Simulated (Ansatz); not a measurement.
## Electronic structure of Ga23N24 (cell with a defect) in real space

Input

```
crystal:
  lattice:
    - [3.2184289061, -5.5744823859, -5.2430304973]
    - [-6.4368578122, 0.0, -5.2430304973]
    - [3.2184289061, 5.5744823859, -5.2430304973]
  atoms:
    - { symbol: Ga, position: [0.0008626848, 0.1673585323, 0.8346405006] }
    - { symbol: Ga, position: [0.6655659642, 0.3342809268, -0.0017349861] }
    - { symbol: Ga, position: [0.1645143096, 0.8320232699, 0.0016033608] }
    - { symbol: Ga, position: [0.1678533697, 0.3310072031, 0.4993097588] }
    - { symbol: Ga, position: [0.8328841827, 0.00083049, 0.1678981896] }
    - { symbol: Ga, position: [0.5013679487, 0.6645256187, 0.8334968808] }
    - { symbol: Ga, position: [0.8343367833, 0.5005537311, 0.6667145014] }
    - { symbol: Ga, position: [0.4980473333, 0.1661448294, 0.3351041433] }
    - { symbol: Ga, position: [0.3341244356, -0.0006331655, 0.6680904534] }
    - { symbol: Ga, position: [-0.0002609398, 0.6678360839, 0.3318583699] }
    - { symbol: Ga, position: [0.6668909965, 0.833389722, 0.5007394427] }
    - { symbol: Ga, position: [0.6659531398, 0.500861931, 0.334281577] }
    - { symbol: Ga, position: [0.3361361478, 0.1649855591, 0.002026598] }
    - { symbol: Ga, position: [-0.0014317137, 0.3347838313, 0.1698771406] }
    - { symbol: Ga, position: [0.5005028838, 0.8324127001, 0.1681752672] }
    - { symbol: Ga, position: [0.5001906727, 0.3331340285, 0.6672305241] }
    - { symbol: Ga, position: [0.1666796928, -7.3108e-05, 0.3339617533] }
    - { symbol: Ga, position: [0.8334352695, 0.6666942086, 0.0004533517] }
    - { symbol: Ga, position: [0.1683235368, 0.5026448045, 0.8322194998] }
    - { symbol: Ga, position: [0.8329519981, 0.1670955814, 0.5014872181] }
    - { symbol: Ga, position: [0.667681781, -0.0006256321, 0.8344809721] }
    - { symbol: Ga, position: [0.3344244506, 0.6670045658, 0.4997295485] }
    - { symbol: Ga, position: [0.0006650927, 0.8341835462, 0.666687226] }
    - { symbol: "N", position: [0.5413282288, 0.7077651196, 0.3750860581] }
    - { symbol: "N", position: [0.194521306, 0.3609927789, 0.0282179171], spin: 0.25 }
    - { symbol: "N", position: [0.8742080196, 0.5426185702, 0.2084838677] }
    - { symbol: "N", position: [0.3746786816, 0.0406361322, 0.209870418] }
    - { symbol: "N", position: [0.3761850391, 0.5411728767, 0.707941694] }
    - { symbol: "N", position: [0.0405960416, 0.207103871, 0.3754103473] }
    - { symbol: "N", position: [0.7088602177, 0.8745707039, 0.0423880193] }
    - { symbol: "N", position: [0.0405984122, 0.7081276961, 0.8743510478] }
    - { symbol: "N", position: [0.7081169107, 0.3750135885, 0.5426588913] }
    - { symbol: "N", position: [0.5416432217, 0.2070428059, 0.8743904238] }
    - { symbol: "N", position: [0.2085663975, 0.8753536697, 0.5418554139] }
    - { symbol: "N", position: [0.8750582602, 0.0415310444, 0.7088851795] }
    - { symbol: "N", position: [0.5614039841, 0.3618125454, 0.2122086312], spin: 0.25 }
    - { symbol: "N", position: [0.2079520051, 0.0404186589, 0.8749181994] }
    - { symbol: "N", position: [0.8739825808, 0.2076517302, 0.0417621651] }
    - { symbol: "N", position: [0.3784134745, 0.7278052965, 0.0291580299], spin: 0.25 }
    - { symbol: "N", position: [0.3746402638, 0.2069754903, 0.5427197987] }
    - { symbol: "N", position: [0.0404926406, 0.8754614297, 0.2083963602] }
    - { symbol: "N", position: [0.708992413, 0.5410836753, 0.8743264606] }
    - { symbol: "N", position: [0.0411684542, 0.3744455819, 0.7077069081] }
    - { symbol: "N", position: [0.7080295387, 0.0406170952, 0.376128657] }
    - { symbol: "N", position: [0.5423207712, 0.8744992724, 0.7079615519] }
    - { symbol: "N", position: [0.1954150736, 0.5449259946, 0.3951016294], spin: 0.25 }
    - { symbol: "N", position: [0.874137535, 0.7087926425, 0.5418234255] }
  host:
    lattice:
      - [3.2184289061, 0.0, 0.0]
      - [-1.6092144531, 2.787241193, 0.0]
      - [0.0, 0.0, 5.2430304973]
    atoms:
      - { symbol: Ga, position: [0.3333333333, 0.6666666667, -0.0008683118] }
      - { symbol: Ga, position: [0.6666666667, 0.3333333333, 0.4991316882] }
      - { symbol: "N", position: [0.3333333333, 0.6666666667, 0.3758683118] }
      - { symbol: "N", position: [0.6666666667, 0.3333333333, 0.8758683118] }
basis:
  ecutwfc: 420
  xc_grid: 2
kpoints:
  mp_grid: { grid: [2, 2, 2], shift: [0.5, 0.5, 0.5] }
hamiltonian:
  xc: pbe
scf:
  occupations: { method: gaussian, width: 0.01 }
output:
  forces: true
  stress: false
  eigenvalues: true
  populations: true
  charged_corrections:
    defect_position: [0.33362277, 0.50028944, 0.1669561]
    epsilon: [[10.4942, 0.0, 0.0], [0.0, 10.4942, 0.0], [0.0, 0.0, 11.6904]]
  write_density: true
  write_potential: true
  elf: true
  volumetric_format: npy
magnetization:
  spin_polarized: true
relax:
  adjacent_minimum: "off"
  f_tol: 0.025
  max_steps: 60
```

Launched as:

```sh
ansatz run input.yaml --threads 8 --pin off --max-ram 22528MiB --backend cpu --events-out ev --progress --plain --runs-dir out
```

The fields are those of the relaxed geometry.

Spin-polarised.

Level of theory: Ansatz, DFT PBE, scalar-relativistic, plane waves, PAW.

The density is the valence pseudo-density of a PAW calculation; it isn't the true density close to the nuclei.

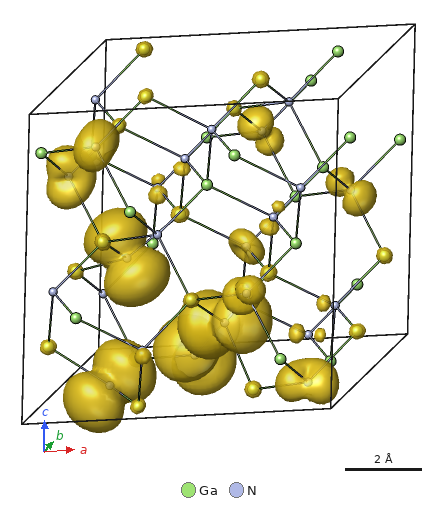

Figure 1. Isosurfaces of the magnetisation density (up minus down) at +0.02 (yellow) and −0.02 e/Å³ (cyan), seen slightly off an axis. Sticks mark near contacts.

**Which atoms carry the moments, and with what signs?**

The spin density sits on N: +0.4 μB (×4) in one cell of 47 atoms: parallel moments (a ferromagnetic arrangement) in this solution. The cell of the calculation (47 atoms) carries 3.0 μB of net spin moment. Only one sign reaches the isovalue.

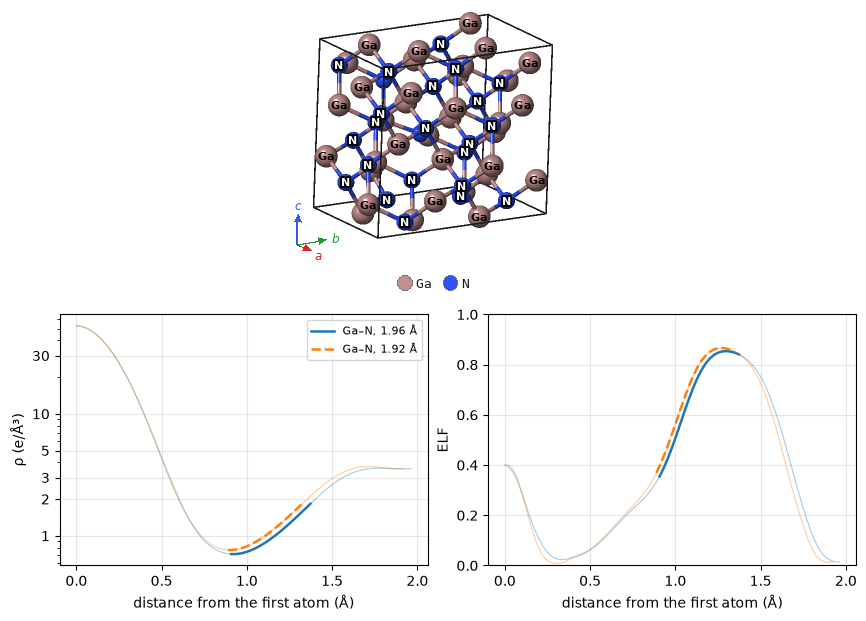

Figure 2. Valence charge density (pseudo) and ELF along straight lines between neighbouring atoms. Thin, pale parts lie inside the atomic spheres. The structure is drawn too.

**What can be read from the curves?**

Ga–N (1.96 Å): the density is about 0.73 e/Å³ at the midpoint; the ELF peaks at about 0.85 in the valence shell of N, 0.7 Å from its nucleus, and is about 0.45 at the midpoint.
Ga–N (1.92 Å): ρ is about 0.78 e/Å³ halfway; the ELF peaks at about 0.85 in the valence shell of N, 0.6 Å from its nucleus, and is about 0.50 at the midpoint.

**Metal or insulator at this level of theory?**

It is gapped, with a Kohn–Sham gap of 0.59 eV on the k-point mesh, an upper bound to the gap of this method.
